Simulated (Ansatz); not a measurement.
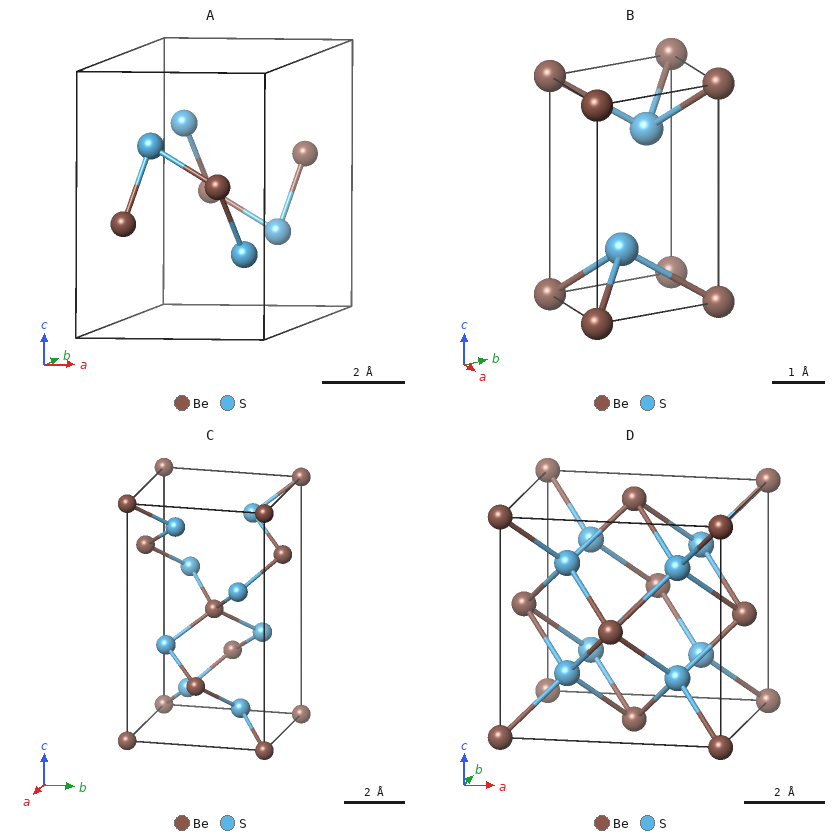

Four structures of BeS$_{2}$, each relaxed to rest (conventional cells in solid outline, small ones repeated, each panel with its own scale). Method: DFT PBE, scalar-relativistic, plane waves, PAW (Ansatz), without spin polarisation.

Name the structure in each panel.

Answer. A: 6 atoms a cell on a primitive triclinic lattice, P-1; B: cadmium iodide (CdI₂, 1T) type, P-3m1; C: 12 atoms a cell on a body-centred tetragonal lattice, I-42d; D: fluorite (CaF₂ type), Fm-3m.

Which of these is lowest in energy, and how far above it do the others lie?

Answer. A, then C (+423 meV/atom), B (+438 meV/atom) and D (+752 meV/atom), energies at zero smearing.

Collect the results in a table.

Answer.
| panel | structure | E − E(lowest) (meV/atom) | volume (Å³/atom) | gap (eV) |
| --- | --- | --- | --- | --- |
| A | P-1 | 0 | 26.0 | 2.24 |
| C | I-42d | 423 | 15.7 | metal |
| B | P-3m1 | 438 | 14.2 | metal |
| D | Fm-3m | 752 | 15.3 | metal |

Some of these may be structure types tried for this composition rather than known phases, and the most stable form need not be among them. Gaps are taken on the k-mesh or band path of each run.
